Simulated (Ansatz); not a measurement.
A series of calculations on AlGaN2

Part 1: Relaxation

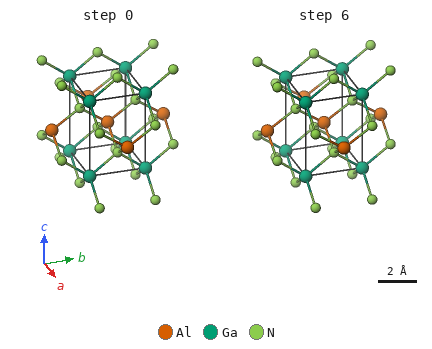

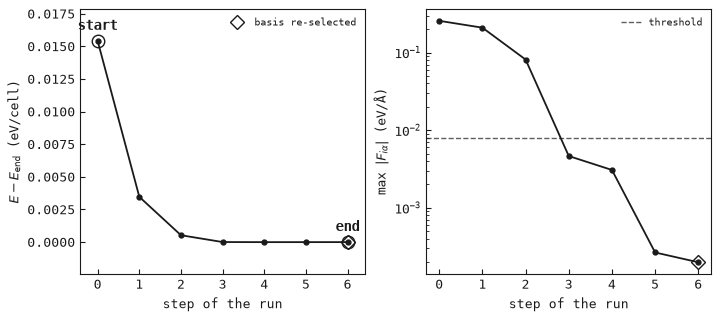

First and last geometry of a relaxation of a crystal of AlGaN2 (set up in Pmm2), with the history of the run. The picture is a ball-and-stick view of the cell of the calculation, seen from a free direction.

Case: uniaxial strain along a of +4.0 %; b, c and atoms relaxed.

Computed with DFT r2SCAN, scalar-relativistic, plane waves, PAW (Ansatz 0.2.0).

The input:
```yaml
crystal:
  lattice:
    - [3.2640674822, 0.0, 0.0]
    - [0.0, 3.1071411609, 0.0]
    - [0.0, 0.0, 4.3781331723]
  atoms:
    - { symbol: Al, position: [0.5, 0.5, 0.4988884499] }
    - { symbol: Ga, position: [0.0, 0.0, -0.0013568447] }
    - { symbol: "N", position: [0.5, 0.0, 0.7399991328] }
    - { symbol: "N", position: [0.0, 0.5, 0.262469262] }
basis:
  ecutwfc: 500
kpoints:
  mp_grid: { grid: [8, 8, 6] }
hamiltonian:
  xc: r2scan
scf:
  occupations: { method: gaussian, width: 0.02 }
output:
  forces: true
  stress: true
  eigenvalues: true
  write_density: true
  write_potential: true
  elf: true
  volumetric_format: npy
relax:
  adjacent_minimum: "off"
  f_tol: 0.008
  max_steps: 40
  cell: { stress_tol: 0.015, fix: [a, angles] }
```

Run as
```bash
ansatz run input.yaml --threads 1 --pin off --max-ram 2560MiB --backend cpu --events-out ev --progress --plain --runs-dir out
```

### Did the run converge, and what did it change?

It converged. After 5 accepted moves (6 points after the start) the energy has fallen by 15.4 meV per cell of the calculation. Largest force component: 0.26 eV/Å at the start, 0.0002 eV/Å at the end. The pressure goes from −3.50 to −3.82 GPa. The SCF was repeated once at an unchanged geometry on a basis and grid sized afresh for the cell, which shifted the energy by less than 0.05 meV per cell of the calculation at most. The atom that moves furthest relative to the cell is N4 (0.007 Å along +c). By element the largest moves are N 0.007 Å, Ga 0.005 Å, Al 0.005 Å. The volume changes by −0.1 %, with a unchanged at 3.264 Å, b 3.107 → 3.153 Å (+1.5 %), c 4.378 → 4.311 Å (−1.5 %). Some distances before and after: Ga2–N4 1.936 → 1.951 Å, Ga2–N3 1.986 → 1.972 Å, Al1–N3 1.878 → 1.893 Å, Al1–N4 1.933 → 1.918 Å. The space group stays Pmm2 (No. 25).

```json
{"step": "0", "E − E(0), meV/atom": "0.00", "largest force component, eV/Å": "0.2562", "pressure, GPa": "-3.50", "volume, Å³/atom": "11.101", "note": ""}
{"step": "1", "E − E(0), meV/atom": "-2.99", "largest force component, eV/Å": "0.2090", "pressure, GPa": "-3.79", "volume, Å³/atom": "11.105", "note": ""}
{"step": "2", "E − E(0), meV/atom": "-3.72", "largest force component, eV/Å": "0.0812", "pressure, GPa": "-3.72", "volume, Å³/atom": "11.091", "note": ""}
{"step": "3", "E − E(0), meV/atom": "-3.85", "largest force component, eV/Å": "0.0046", "pressure, GPa": "-3.86", "volume, Å³/atom": "11.096", "note": ""}
{"step": "4", "E − E(0), meV/atom": "-3.86", "largest force component, eV/Å": "0.0031", "pressure, GPa": "-3.81", "volume, Å³/atom": "11.093", "note": ""}
{"step": "5", "E − E(0), meV/atom": "-3.85", "largest force component, eV/Å": "0.0003", "pressure, GPa": "-3.82", "volume, Å³/atom": "11.093", "note": ""}
{"step": "6", "E − E(0), meV/atom": "-3.85", "largest force component, eV/Å": "0.0002", "pressure, GPa": "-3.82", "volume, Å³/atom": "11.093", "note": "same geometry, new basis"}
```

Part 2: Relaxation

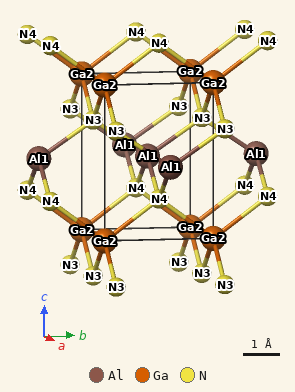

Crystalline AlGaN2 (set up in Pmm2), before the relaxation. The picture is a ball-and-stick view of the cell of the calculation, seen slightly off an axis.

Case: uniaxial strain along a of -2.0 %; b, c and atoms relaxed.

Computed with Ansatz 0.2.0, DFT r2SCAN, scalar-relativistic, plane waves, PAW.

The input:
```yaml
crystal:
  lattice:
    - [3.0757558967, 0.0, 0.0]
    - [0.0, 3.1542190573, 0.0]
    - [0.0, 0.0, 4.4444685234]
  atoms:
    - { symbol: Al, position: [0.5, 0.5, 0.5] }
    - { symbol: Ga, position: [0.0, 0.0, 0.0] }
    - { symbol: "N", position: [0.5, 0.0, 0.7390831718] }
    - { symbol: "N", position: [0.0, 0.5, 0.2609168282] }
basis:
  ecutwfc: 500
kpoints:
  mp_grid: { grid: [8, 8, 6] }
hamiltonian:
  xc: r2scan
scf:
  occupations: { method: gaussian, width: 0.02 }
output:
  forces: true
  stress: true
  eigenvalues: true
relax:
  adjacent_minimum: "off"
  f_tol: 0.008
  max_steps: 40
  cell: { stress_tol: 0.015, fix: [a, angles] }
```

Command:
```bash
ansatz run input.yaml --threads 1 --pin off --max-ram 2560MiB --backend cpu --events-out ev --progress --plain --runs-dir out
```

> Predict the outcome.

The largest move relative to the cell is that of N4, 0.007 Å along −c. By element the largest moves are N 0.007 Å, Ga 0.006 Å, Al 0.005 Å. The drawn cell changes at constant volume: a unchanged at 3.076 Å, b 3.154 → 3.132 Å (−0.7 %), c 4.444 → 4.474 Å (+0.7 %). Near-neighbour distances that change, for instance: Ga2–N4 1.958 → 1.945 Å, Ga2–N3 1.926 → 1.937 Å, Al1–N4 1.869 → 1.880 Å, Al1–N3 1.902 → 1.891 Å. The space group stays Pmm2 (No. 25). After 4 accepted moves (5 points after the start) the energy has fallen by 1.6 meV per atom. Largest force component: 0.25 eV/Å at the start, 0.00047 eV/Å at the end. Pressure: 2.28 GPa at the start and 2.22 GPa at the end. The SCF was repeated once at an unchanged geometry on a basis and grid sized afresh for the cell, which shifted the energy by less than 0.05 meV per atom at most. The run took 3.1 min on 1 thread of Intel(R) Xeon(R) Processor @ 2.50GHz (Skylake/Cascade Lake), on a shared host, peak memory 0.53 GiB.

Step by step:

```
step  E − E(0), meV/atom  largest force component, eV/Å  pressure, GPa  volume, Å³/atom                      note
   0                0.00                         0.2533           2.28           10.780                          
   1               -1.02                         0.1925           2.30           10.775                          
   2               -1.54                         0.0531           2.22           10.775                          
   3               -1.59                         0.0102           2.25           10.774                          
   4               -1.59                         0.0005           2.22           10.775                          
   5               -1.59                         0.0005           2.22           10.775  same geometry, new basis
```

Part 3: A change

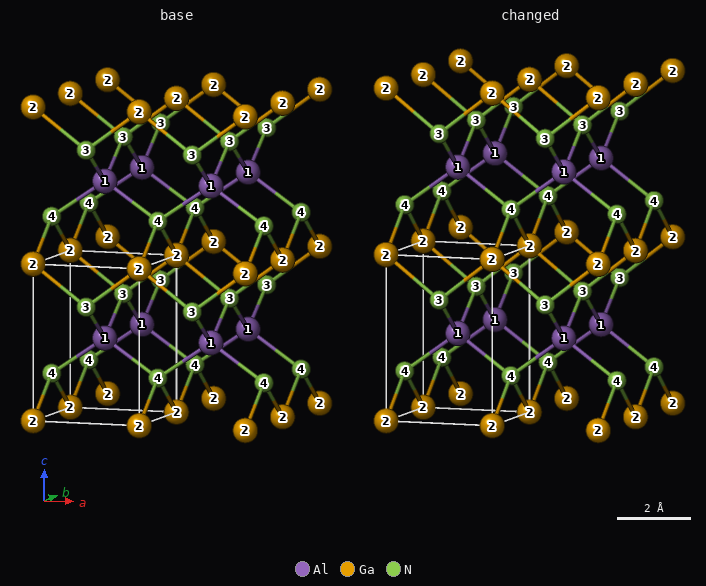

Left: solid AlGaN₂ (set up in P-4m2). Right: the same structure after one change, at the same scale. A ball-and-stick model of the cell of the calculation, repeated 2 × 2 × 2 with one cell outlined, seen slightly off an axis.

Method: Ansatz, DFT LDA, scalar-relativistic, plane waves, PAW. Settings: plane-wave cutoff 420 eV; k-point mesh 8 × 8 × 6; occupations gaussian; smearing width 0.02 eV; no spin polarisation.

### What distinguishes the right structure from the left one?

Strain along c alone, +6.0 %, is applied. The other axes are held and the atoms relaxed.

### How do the computed properties respond?

Energy change: +33.8 meV per atom. Pressure: 0.0 GPa before, −10.8 GPa after. The principal stresses (compression positive) are −16.7 GPa along c and −7.8 GPa across it. The drawn cell changes as follows: a = b unchanged at 3.115 Å, c 4.384 → 4.647 Å (+6.0 %); the volume changes by +6.0 %. The largest moves relative to the cell, 0.004 Å, are those of N3 and N4. N4 goes along −c. Al and Ga stay in place. Some distances before and after: Ga–N 1.930 → 1.969 Å, Al–N 1.880 → 1.918 Å. The space group stays P-4m2 (No. 115).

Part 4: A change

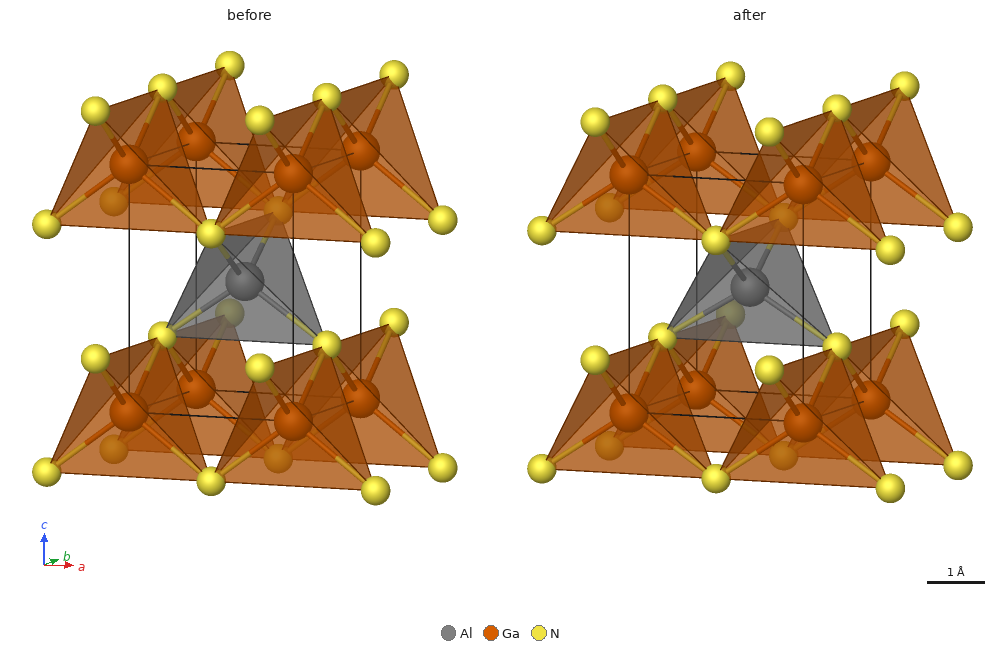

Left: crystalline AlGaN2 (set up in P-4m2). Right: the same structure after one change, at the same scale. The picture is a polyhedral view of the cell of the calculation, seen slightly off an axis.

Level of theory: Ansatz 0.2.0, DFT r2SCAN, scalar-relativistic, plane waves, PAW. (plane-wave cutoff 500 eV; k-point mesh 8 × 8 × 6; occupations gaussian; smearing width 0.02 eV; no spin polarisation)

Question: What distinguishes the right structure from the left one?

Answer: Uniaxial strain along a, +6.0 %, is applied. The b and c axes and the atoms are relaxed.

Question: And its effect?

Answer: The volume changes by +2.6 %, with a 3.139 → 3.327 Å (+6.0 %), b 3.139 → 3.162 Å (+0.7 %), c 4.422 → 4.251 Å (−3.9 %). An N atom moves most relative to the cell: 0.020 Å along +c. Largest moves by element: N 0.020 Å, Ga 0.016 Å, Al 0.014 Å. Among the bonded contacts that change: Al–N 1.892 → 1.892 to 1.932 Å, Ga–N 1.948 → 1.952 to 1.985 Å. The space group (tolerance 0.01 Å) goes from P-4m2 (No. 115) to Pmm2 (No. 25). The energy rises by 34.3 meV per atom. The pressure goes from 0.0 to −5.4 GPa. The principal stresses (compression positive) are −16.3 GPa along a and none across it.

Part 5: Series

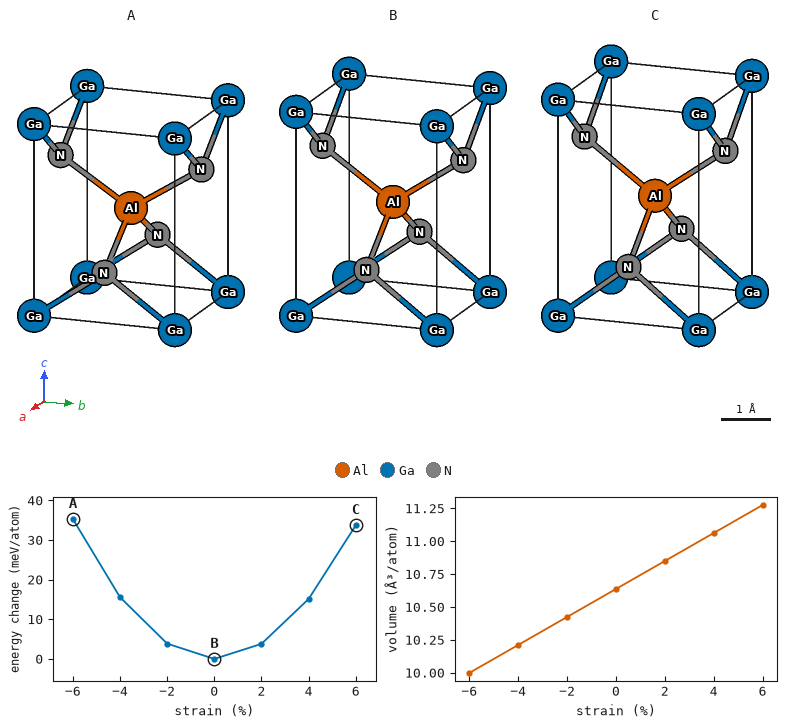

Members of a series of calculations on crystalline AlGaN2 (set up in P-4m2), marked on the first curve. Style: ball-and-stick. Shown: the cell of the calculation, slightly off an axis.

Level of theory: Ansatz, DFT LDA, scalar-relativistic, plane waves, PAW. Set-up: plane-wave cutoff 420 eV; k-point mesh 8 × 8 × 6; occupations gaussian; smearing width 0.02 eV; no spin polarisation.

Which kind of strain is it, and how does the structure respond?

Strain along c alone, the other axes held, atoms relaxed. A (strain −6.0 %): energy change 35.3 meV/atom, volume 10.00 Å³ per atom. B (strain 0.0 %): energy change 0.0 meV/atom, volume 10.64 Å³ per atom. C (strain 6.0 %): energy change 33.8 meV/atom, volume 11.28 Å³ per atom. The rest compares A with C. The volume changes by +12.8 %, with a = b unchanged at 3.115 Å, c 4.121 → 4.647 Å (+12.8 %). Near-neighbour distances before and after: Al–N 1.842 → 1.918 Å, Ga–N 1.894 → 1.969 Å.

Part 6: Scan

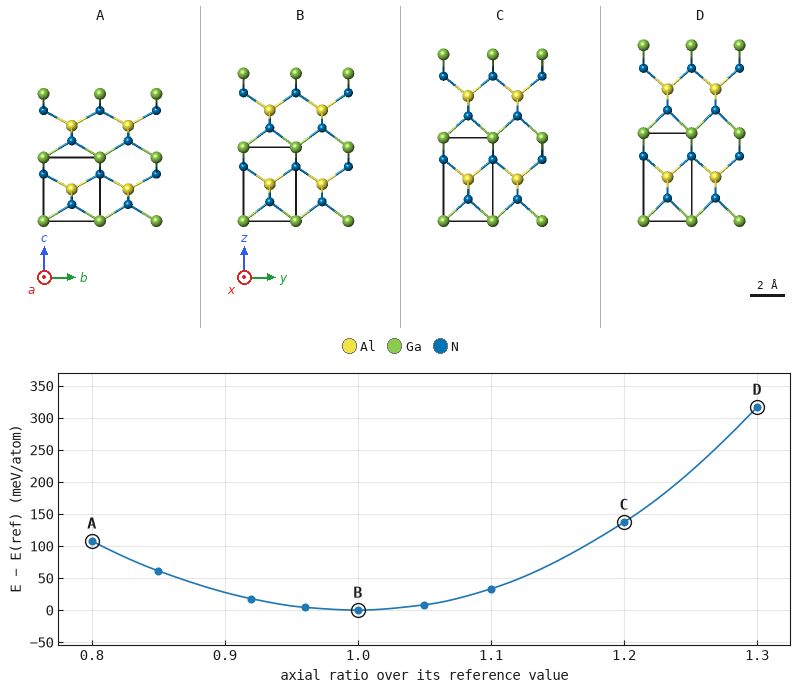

Energy scan for solid AlGaN$_{2}$ (P-4m2), in which the ratio of the cell's length along z to its lengths across, counted as 1 for the reference, is changed at fixed volume (a c/a path), with the atoms kept at their fractional coordinates. x, y and z are the Cartesian axes of the input. The lettered frames are marked on the plot. Style: ball-and-stick. Shown: the cell of the calculation, repeated 2 × 2 × 2 with one cell outlined, along the a axis.

These are results of DFT LDA, scalar-relativistic, plane waves, PAW (Ansatz), not measurements. (plane-wave cutoff 420 eV; k-point mesh 8 × 8 × 6; occupations gaussian; smearing width 0.05 eV; no spin polarisation). Energies (free energies at the smearing named) are counted from the cell as listed in its source, which wasn't relaxed.

### Read off the main features of the energy profile.

Of the computed points the lowest is at the relative ratio 1.00, 0 meV/atom. The end points stand at 108 meV/atom (0.80) and 317 meV/atom (1.30). The unrelaxed reference is under a pressure of −5.0 GPa. The distortion keeps the space group P-4m2. At the relative ratio 1.30 the cell of the drawing goes a 3.141 → 2.878 Å, b 3.141 → 2.878 Å, c 4.424 → 5.269 Å.

The computed points:

```csv
axial ratio over its reference value,E − E(ref) (meV/atom)
0.80,108
0.85,61
0.92,18
0.96,4
1.00,0
1.05,8
1.10,33
1.20,137
1.30,317
```
